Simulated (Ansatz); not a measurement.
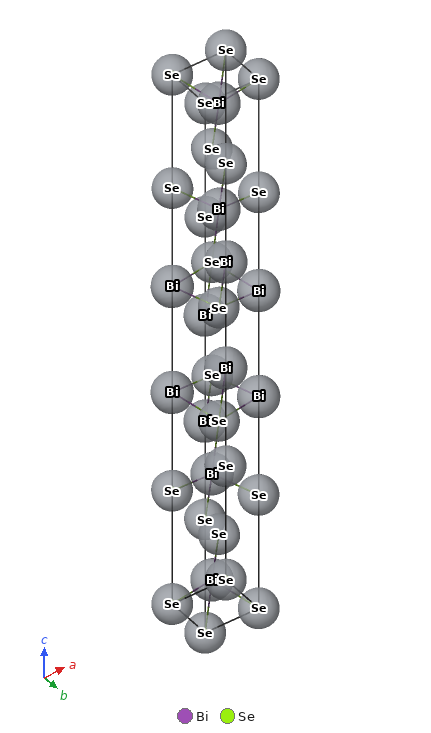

The picture shows: Bi$_{2}$Se$_{3}$. Isosurface of the valence pseudo-density at 0.5 e/Å³ (grey), seen at an oblique angle. Sticks mark near contacts.

Space group R-3m; started from the tetradymite prototype, which need not be the ambient phase; changed on purpose from its base cell (epitaxial xy strain +4.0%); computed pressure about −2 GPa in this cell.

Level of theory: Ansatz 0.2.0, DFT, HSE06, plane waves, PAW.

The density is the valence pseudo-density of a PAW calculation; it isn't the true density close to the nuclei.

```
Bi Se
1.0
     4.30806    0.00000    0.00000
    -2.15403    3.73089    0.00000
     0.00000    0.00000   27.94707
Bi Se
6 9
Direct
  0.33333 0.66667 0.06676
  0.00000 0.00000 0.40009
  0.66667 0.33333 0.73342
  0.33333 0.66667 0.26658
  0.00000 0.00000 0.59991
  0.66667 0.33333 0.93324
  0.00000 0.00000 0.21387
  0.66667 0.33333 0.54720
  0.33333 0.66667 0.88053
  0.66667 0.33333 0.11947
  0.33333 0.66667 0.45280
  0.00000 0.00000 0.78613
  0.00000 0.00000 0.00000
  0.66667 0.33333 0.33333
  0.33333 0.66667 0.66667
```

**What does this surface tell about the bonding?**

At this value the density breaks into separate islands; it holds about 80 % of the electrons treated as valence (semicore included). It bridges none of the near contacts. It is pinched off along the sampled Bi–Se (2.89 Å) and Bi–Se (3.11 Å) contacts. On the grid the lowest density along these lines, outside the cores, is 0.32 e/Å³ (Bi–Se, 2.89 Å) and 0.21 e/Å³ (Bi–Se, 3.11 Å).

**Does the calculation give a band gap?**

It is gapped, with a Kohn–Sham gap of 0.53 eV on the k-point mesh, an upper bound to the gap of this method.
